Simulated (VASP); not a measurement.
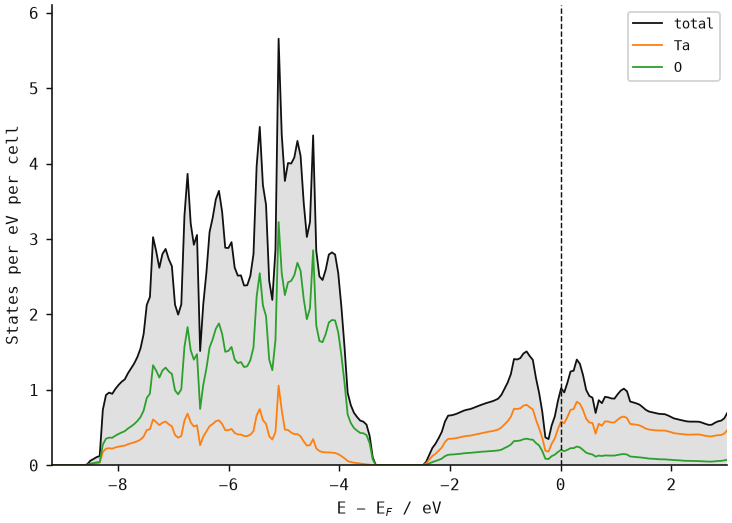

Density of states. Energies are counted from the Fermi level. The partial curves are projected inside the PAW spheres; the rest of the total lies in parts that aren't drawn and between the spheres.

System: LiTaO₂, space group R-3m (No. 166), 4 atoms in the primitive cell.

```
Li Ta O
1.0
     1.43738    0.82987    5.42274
    -1.43738    0.82987    5.42274
     0.00000   -1.65974    5.42274
Li Ta O
1 1 2
Direct
  0.50000 0.50000 0.50000
  0.00000 0.00000 0.00000
  0.75347 0.75347 0.75347
  0.24653 0.24653 0.24653
```

Level of theory: PBE, VASP PAW PBE potentials, release 64 (Li_sv, Ta_pv, O), no spin polarisation, no spin-orbit coupling, 14×14×14 k mesh in the self-consistent step, 520 eV cutoff, Gaussian smearing of 0.1 eV; code VASP 6.6.1.

> Metal or insulator, and how many states lie at the Fermi level?

It is a metal. The density of states is about 0.92 per eV and cell at the Fermi level (mean within 0.1 eV) and changes fast nearby: within 0.3 eV it runs from 0.35 to 1.4 per eV and cell.

> Where is the tallest peak in the window, and which states make it?

The tallest peak in the window is at −5.1 eV.

The density of states was taken on a 21×21×21 mesh with the tetrahedron method. Spin-orbit coupling is left out, which matters for Ta. The cell was built by a generator and needn't be a form met in nature.
